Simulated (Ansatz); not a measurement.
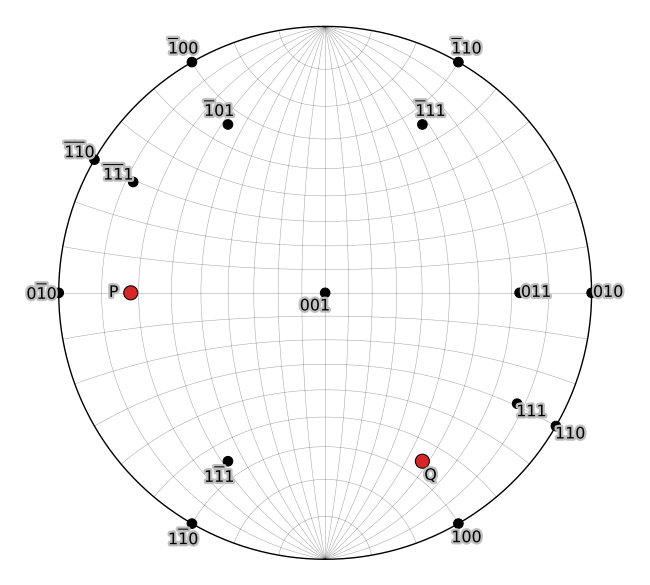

Stereographic projection of plane normals (upper hemisphere) centred on (0 0 1). Crystal: C, the geometry relaxed with Ansatz, DFT, LDA (PW92), plane waves (420 eV) with PAW, scalar-relativistic. The drawing is computed from the coordinates (standard cell, symmetry found to 0.002 Å).

a = 2.445 Å, b = 2.445 Å, c = 6.610 Å, α = 90.00°, β = 90.00°, γ = 120.00°.

**Index the poles marked P, Q.**

P is (0 −1 1), in four indices (0 −1 1 1), 72.2° from the centre; Q is (1 0 1), in four indices (1 0 −1 1), 72.2° from the centre.

**What is the angle between the normals of (0 0 1) and (1 1 1), and what are their d_hkl = 1/|g|?**

79.5°; d = 6.610 Å and 1.202 Å.
